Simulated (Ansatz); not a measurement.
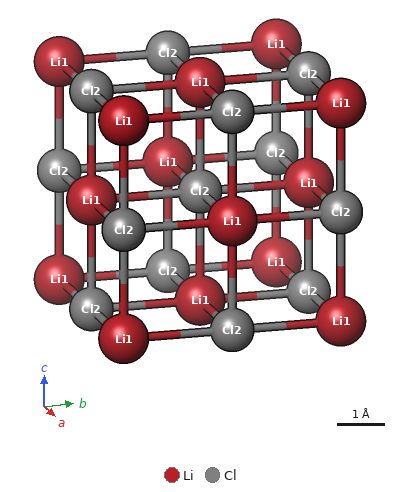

The structure (ball-and-stick view of the cell 4 times as large as that of the calculation, set on its symmetry axes, seen slightly off an axis; atoms are numbered from 1 in the order of the input).

# Phonon calculation of LiCl

System: LiCl (Fm-3m, 2 atoms in the cell).
Method: DFT, PBEsol, PAW with Ansatz's default frozen-core files, scalar-relativistic; harmonic phonons by finite displacements, no spin polarisation (Ansatz 0.2.0).

The structure derives from an entry of the Crystallography Open Database. It belongs to a series of runs on one base structure; here: zone-centre phonons by PAW under 4 GPa. Figures and captions count atoms from 1; the log counts them from 0 in places.

The input:
```yaml
crystal:
  lattice:
    - [2.45478676399, 2.45478676399, 0.0]
    - [-2.45478676399, 2.45478676399, 0.0]
    - [0.0, 2.45478676399, 2.45478676399]
  atoms:
    - { symbol: Li, position: [0.0, 0.0, 0.0] }
    - { symbol: Cl, position: [0.5, 0.5, 0.0] }
kpoints:
  mp_grid: { grid: [8, 8, 8] }
scf:
  occupations: { method: fixed }
hamiltonian:
  xc: pbesol
  pseudopotentials: { kind: paw }
phonons:
  supercell: [1, 1, 1]
```

Machine: 1 thread of Intel Xeon (Granite Rapids), 64 GiB of memory available, shared host.

Launched with:
```bash
ansatz run input.yaml --threads 1 --pin off --max-ram 3072MiB --backend cpu --events-out ev --progress --plain --runs-dir out
```

Log:
```
Engine: ansatz 0.2.0, x86_64-unknown-linux-gnu
Pseudopotentials: kind: paw
Pseudopotential: Li, paw, valence charge 3, recommended cutoff 420 eV (normal), Li.paw.azcp
Pseudopotential: Cl, paw, valence charge 7, recommended cutoff 420 eV (normal), Cl.paw.azcp
Functional definition: PBEsol
  exchange = pbesol_x
  correlation = pbesol_c
Crystal: 2 atoms, lattice volume = 29.585 Å³
Basis set: ecut = 420 eV, 561 PW (Γ), exchange–correlation on 48×48×48 points (8 copies of the dense FFT grid, shifted against one another)
Bands: 9, of which v1, the nominal top of the filled ones, is band 5 counted from 1 (4 counted from 0)
Symmetry: 48 space group operations
k-points: 29 of 512
Non-local potential: Li, projectors of the file, l = 0: 3, l = 1: 2, l = 2: 1
Non-local potential: Cl, projectors of the file, l = 0: 2, l = 1: 2, l = 2: 2
PAW form: soft (Blöchl's): semilocal exchange-correlation on the pseudo side does not see the compensation charge
PAW frozen core: Cl, regenerated for the run's functional, and the local potential with it (the file was generated under x = pbe(κ = 0.804, μ = 0.2195149727645171), c = pbe(β = 0.06672455060314922))
PAW one-centre angular grid: Li, 110 points (default); XC on 64 Gauss nodes
PAW one-centre angular grid: Cl, 110 points (default); XC on 64 Gauss nodes
Initial density: superposition of atomic densities (neutral atoms: chi_scale 0, normalization atom), corrected by the library's trained network
Initial wavefunctions: pseudopotential atomic-orbital guess
Functional: x = pbesol(κ = 0.804, μ = 0.12345679012345678), c = pbesol(β = 0.046)
SCF iter   1: F=—  HF=-1267.450689 eV  |F-HF|=—  |Δ(HF+E_count)|=         —  Δρ=4.12e-3  dr2=6.14e-3  ethr=1.77e-3  ⟨swp⟩=5.0  Hψ=1640  notcnv=0  defer=45
preconditioner: auto → none  [insulator: Δε(μ)=6.605 eV  Ē_g=14.626 eV  n_scr=8 (ndim 8)  ℏωp=19.3 eV  f_vac=0.000  ε∞_Penn≈2.7]
SCF iter   2: F=—  HF=-1267.448299 eV  |F-HF|=—  |Δ(HF+E_count)|=   2.39e-3  Δρ=1.29e-3  dr2=2.57e-4  ethr=6.14e-5  ⟨swp⟩=2.8  Hψ=664  notcnv=0  defer=53
SCF iter   3: F=—  HF=-1267.448227 eV  |F-HF|=—  |Δ(HF+E_count)|=   7.27e-5  Δρ=4.27e-4  dr2=3.05e-5  ethr=2.57e-6  ⟨swp⟩=2.0  Hψ=429  notcnv=0  defer=51
SCF iter   4: F=—  HF=-1267.448240 eV  |F-HF|=—  |Δ(HF+E_count)|=   1.33e-5  Δρ=4.62e-5  dr2=3.33e-7  ethr=3.05e-7  ⟨swp⟩=2.0  Hψ=290  notcnv=0  defer=4
SCF iter   5: F=—  HF=-1267.448240 eV  |F-HF|=—  |Δ(HF+E_count)|=   3.86e-7  Δρ=2.87e-6  dr2=1.43e-9  ethr=3.33e-9  ⟨swp⟩=2.7  Hψ=431  notcnv=0
SCF iter   6: F=-1267.448240 eV  HF=-1267.448240 eV  |F-HF|=9.78e-12  |Δ(HF+E_count)|=   1.13e-9  Δρ=2.49e-7  dr2=9.82e-12  ethr=1.00e-12  ⟨swp⟩=6.2  Hψ=1300  notcnv=0
SCF 1 converged in 6 iterations: F = -1267.448240 eV  dr2 = 9.82e-12
  greatest PAW one-centre occupation: 1.000 electrons in one spin orbital (limit 2), on the Li atom at site 0 (counted from 0), in its partial waves of l = 0
Symmetry: 8 space group operations
k-points: 59 of 512 (time reversal used)
Initial density: handed on by an earlier stage of this run
Initial wavefunctions: those handed on with the density
iter 1 solved again at ethr=7.82e-8 eV; its pass at ethr=3.10e-3 eV (dr2=7.82e-6 eV) is discarded
SCF iter   1: F=—  HF=-1267.448225 eV  |F-HF|=—  |Δ(HF+E_count)|=         —  Δρ=2.02e-4  dr2=8.46e-6  ethr=7.82e-8  ⟨swp⟩=2.0  Hψ=3458  notcnv=0  defer=61
preconditioner: auto → none  [insulator: Δε(μ)=6.655 eV  Ē_g=14.663 eV  n_scr=8 (ndim 8)  ℏωp=19.3 eV  f_vac=0.000  ε∞_Penn≈2.7]
SCF iter   2: F=—  HF=-1267.448235 eV  |F-HF|=—  |Δ(HF+E_count)|=   1.08e-5  Δρ=8.86e-5  dr2=1.21e-6  ethr=7.82e-8  ⟨swp⟩=1.9  Hψ=682  notcnv=0  defer=42
SCF iter   3: F=—  HF=-1267.448235 eV  |F-HF|=—  |Δ(HF+E_count)|=   5.33e-7  Δρ=1.61e-5  dr2=3.63e-8  ethr=1.21e-8  ⟨swp⟩=1.0  Hψ=531  notcnv=0
SCF iter   4: F=—  HF=-1267.448235 eV  |F-HF|=—  |Δ(HF+E_count)|=   2.09e-8  Δρ=2.56e-6  dr2=7.94e-10  ethr=3.63e-10  ⟨swp⟩=2.1  Hψ=797  notcnv=0
SCF iter   5: F=—  HF=-1267.448235 eV  |F-HF|=—  |Δ(HF+E_count)|=  8.56e-10  Δρ=2.49e-7  dr2=1.12e-11  ethr=7.94e-12  ⟨swp⟩=2.2  Hψ=759  notcnv=0
SCF iter   6: F=-1267.448235 eV  HF=-1267.448235 eV  |F-HF|=4.55e-13  |Δ(HF+E_count)|=  4.77e-12  Δρ=9.21e-8  dr2=8.43e-13  ethr=1.00e-12  ⟨swp⟩=5.0  Hψ=1756  notcnv=0
SCF 2 converged in 6 iterations: F = -1267.448235 eV  dr2 = 8.43e-13
iter 1 solved again at ethr=2.20e-8 eV; its pass at ethr=3.10e-3 eV (dr2=2.20e-6 eV) is discarded
SCF iter   1: F=—  HF=-1267.448223 eV  |F-HF|=—  |Δ(HF+E_count)|=         —  Δρ=7.52e-5  dr2=2.09e-6  ethr=2.20e-8  ⟨swp⟩=2.0  Hψ=3695  notcnv=0  defer=109
SCF iter   2: F=—  HF=-1267.448234 eV  |F-HF|=—  |Δ(HF+E_count)|=   1.13e-5  Δρ=3.52e-5  dr2=2.51e-7  ethr=2.09e-8  ⟨swp⟩=2.5  Hψ=712  notcnv=0  defer=51
SCF iter   3: F=—  HF=-1267.448235 eV  |F-HF|=—  |Δ(HF+E_count)|=   1.15e-6  Δρ=9.66e-6  dr2=1.75e-8  ethr=2.51e-9  ⟨swp⟩=1.0  Hψ=531  notcnv=0
SCF iter   4: F=—  HF=-1267.448235 eV  |F-HF|=—  |Δ(HF+E_count)|=   1.02e-8  Δρ=1.23e-6  dr2=1.49e-10  ethr=1.75e-10  ⟨swp⟩=2.4  Hψ=796  notcnv=0
SCF iter   5: F=—  HF=-1267.448235 eV  |F-HF|=—  |Δ(HF+E_count)|=  1.32e-10  Δρ=1.83e-7  dr2=1.20e-11  ethr=1.00e-12  ⟨swp⟩=5.0  Hψ=1889  notcnv=0
SCF iter   6: F=-1267.448235 eV  HF=-1267.448235 eV  |F-HF|=2.27e-13  |Δ(HF+E_count)|=  4.55e-12  Δρ=2.67e-8  dr2=7.48e-14  ethr=1.00e-12  ⟨swp⟩=5.0  Hψ=1748  notcnv=0
SCF 3 converged in 6 iterations: F = -1267.448235 eV  dr2 = 7.48e-14
SCF converged after 6 iterations
Free energy (F): -1267.448240 eV
Harris-Foulkes:  -1267.448240 eV  (|F-HF|=9.78e-12)
Internal energy: -1267.448240 eV  (E = F + TS)
E sigma→0 (E₀):  -1267.448240 eV
Fermi energy:    2.884808 eV
--- Per-component energies (eV) ---
  E_band       = -92.282705
  E_kinetic    = 184.889188
  E_local      = -296.648675  (includes V_loc(G=0)·N_el)
  E_nonlocal   = -4.037497
  E_hartree    = 84.765293
  E_xc         = -117.829525
  E_vxc        = -136.823825  (∫ρ·V_xc dr)
  E_paw        = -661.575286  (= ΣΔE_a)
  E_vpaw       = -9.192578  (= ΣTr[D̂ρ^β])
  E_aug_tail   = 0.000117  (compensation charges beyond the density's cutoff)
  E_ewald      = -457.090288
  E_core_change = 0.078432  (= ΣΔE_core)
  E_smearing   = -0.000000  (= −TS)
  E_closure    = -0.000000  (closes the sum)
  Σ components = -1267.448240   (vs F -1267.448240, Δ=0.00e0)
--- Forces (eV/Å), atoms counted from 1 ---
  atom   1  Li    -0.00000000     0.00000000     0.00000000
  atom   2  Cl     0.00000000    -0.00000000     0.00000000
  max |Σ_I F_I| component: 3.67e-30 eV/Å
--- Band table (eV; the first three rows and the last of 29) ---
  k-point 0: bands = ["-39.7707", "-11.0275", "2.8848", "2.8848", "2.8848", "9.8333", "14.5906", "14.5906", "14.5906"]
  k-point 1: bands = ["-39.7695", "-10.8929", "2.3237", "2.6468", "2.6468", "10.6033", "13.5415", "14.4167", "14.8495"]
  k-point 2: bands = ["-39.7668", "-10.5304", "1.0507", "2.1261", "2.1261", "12.0245", "12.0308", "12.8036", "15.6772"]
  k-point 28: bands = ["-39.7629", "-9.9052", "0.1969", "0.1969", "1.5600", "12.7415", "13.1656", "13.4838", "13.4838"]
--- Phonons: 2 displaced members + reference (amplitude 0.0025 Å, Σ member SCF iterations 12) ---
  symmetry images taken by strict's conditions (phonons.symmetry_images: auto; settled by no image being taken that strict refuses)
  ASR residual: 7.230e-5 → 0.000e0 eV/Å²; symmetrization residual: 1.704e-5 eV/Å²
  largest component of a force at the reference: 3.7e-30 eV/Å
  ASR residual per site (eV/Å²): 2.94e-5 7.23e-5
  Γ frequencies (cm⁻¹): 0.00 0.00 0.00 267.67 267.67 267.67
  density of states and harmonic sums: on the 22×22×25 q-mesh, interpolated from the force constants of a 1×1×1 supercell (no non-analytic term)
  largest difference from the sums on the solved wave vectors: F 5.34e-1 eV, S 7.93e-4 and C_V 2.58e-4 eV/K
  zero-point energy: 0.064264 eV/cell   skipped modes (ω ≤ 0): 3   left out of the sums: 4.13e-5 of the cell's modes: C_V's classical limit lies that fraction below 3 k_B per atom; for a crystal, a wire or a layer, F and S can be off by more, and a phonons.interpolated_qmesh denser along its periods is the remedy for the sampling
```

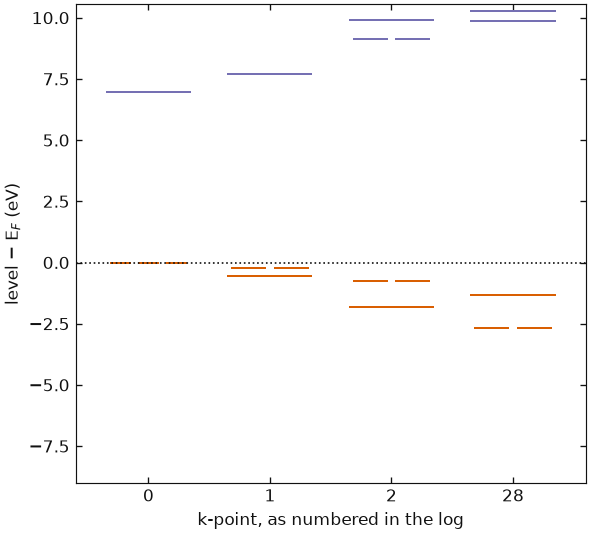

Kohn–Sham levels near the Fermi level (dotted) at the few k-points that the log prints; levels within 0.02 eV of each other stand side by side. Among these points the highest filled and lowest empty levels are 6.95 eV apart; the gap on the full mesh, 6.65 eV, has an edge at a point that isn't printed.

Key numbers:

- outcome: converged
- space group (tolerance 0.01 Å): Fm-3m (225)
- electrons treated: 10
- free energy: −1267.4482 eV
- Fermi energy: 2.885 eV
- gap on the k-point mesh: 6.65 eV
- largest force (length of the vector): under 0.001 eV/Å
- wall time: 2.2 s
- peak memory: 0.32 GiB
